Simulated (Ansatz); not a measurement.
Start from this file.

```
Ti Al
1.0
     5.48927    0.00000    0.00000
     0.00000    5.69905    0.00000
     0.00000    0.00000    3.95567
Ti Al
2 6
Direct
  0.00000 0.00000 0.00000
  0.50000 0.50000 0.00000
  0.25000 0.25000 0.50000
  0.00000 0.50000 0.00000
  0.75000 0.25000 0.50000
  0.75000 0.75000 0.50000
  0.50000 0.00000 0.00000
  0.25000 0.75000 0.50000
```

Question: Say what kind of structure these coordinates give.

Answer: It has the composition TiAl3. The symmetry is that of Cmmm (No. 65), on a base-centred orthorhombic lattice. There are 8 atoms in the cell: 2 Ti, 6 Al. The neighbours of Ti are twelve Al in a cuboctahedral arrangement at 2.74 to 2.85 Å. Each Al atom is coordinated by eight Al and four Ti in a cuboctahedral arrangement (2.74 to 2.85 Å to Al, 2.74 to 2.85 Å to Ti). The bonds build a three-dimensional framework.

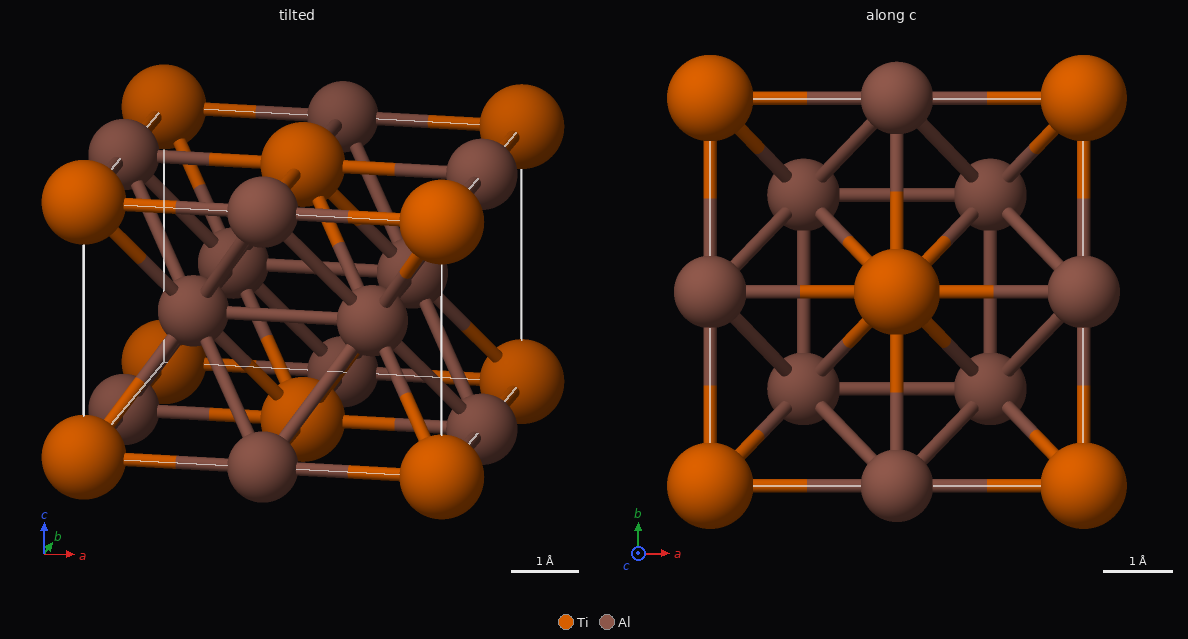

Drawn in the ball-and-stick manner and seen slightly off an axis and along the c axis. The conventional unit cell is drawn as a box.

Its origin is a structure listed in the Materials Project. The cell was then strained or its atoms displaced on purpose. It was run through Ansatz as a DFT input.
